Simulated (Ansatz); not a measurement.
Consider TiAl.

```cif
data_structure
_symmetry_space_group_name_H-M 'P 1'
_symmetry_Int_Tables_number 1
_cell_length_a 5.5063
_cell_length_b 5.5063
_cell_length_c 5.5063
_cell_angle_alpha 109.471
_cell_angle_beta 109.471
_cell_angle_gamma 109.471
_cell_volume 128.52
loop_
_atom_site_label
_atom_site_type_symbol
_atom_site_fract_x
_atom_site_fract_y
_atom_site_fract_z
_atom_site_occupancy
Ti1 Ti 0.00000 0.00000 0.00000 1
Ti2 Ti 0.50000 0.50000 0.00000 1
Ti3 Ti 0.50000 0.00000 0.50000 1
Ti4 Ti 0.00000 0.50000 0.50000 1
Al1 Al 0.50000 0.50000 0.50000 1
Al2 Al 0.00000 0.00000 0.50000 1
Al3 Al 0.00000 0.50000 0.00000 1
Al4 Al 0.50000 0.00000 0.00000 1
```

Space group Pm-3m; a structure from a database of computed crystals, not necessarily the ambient phase; computed without spin polarisation.

Method: DFT r2SCAN, scalar-relativistic, plane waves, PAW (Ansatz).

### Predict the valence pseudo-density and electron localisation function between the atoms.

Ti–Al (2.75 Å): ρ is about 0.2 e/Å³ halfway; the ELF is about 0.25 at the midpoint: no localised pair shows between them.

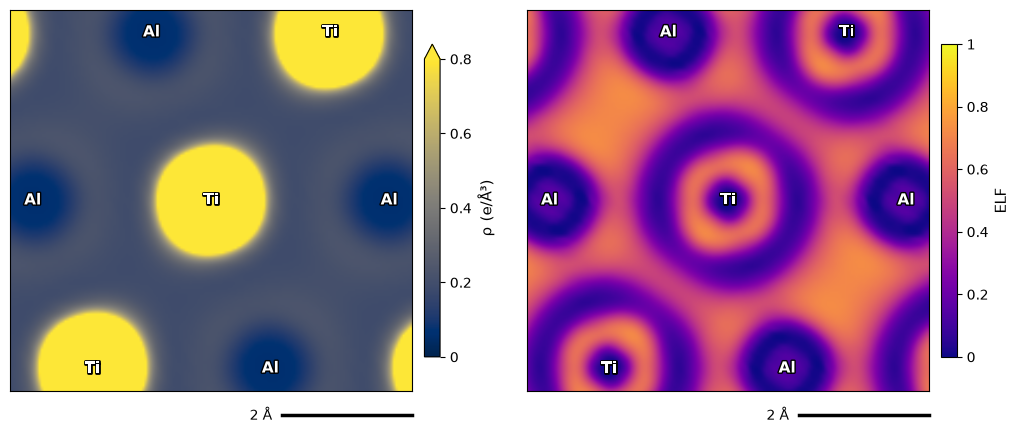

Computed valence pseudo-density and electron localisation function on the (001) plane of the calculation cell, in this order. 

The density is the valence pseudo-density of a PAW calculation; it isn't the true density close to the nuclei.
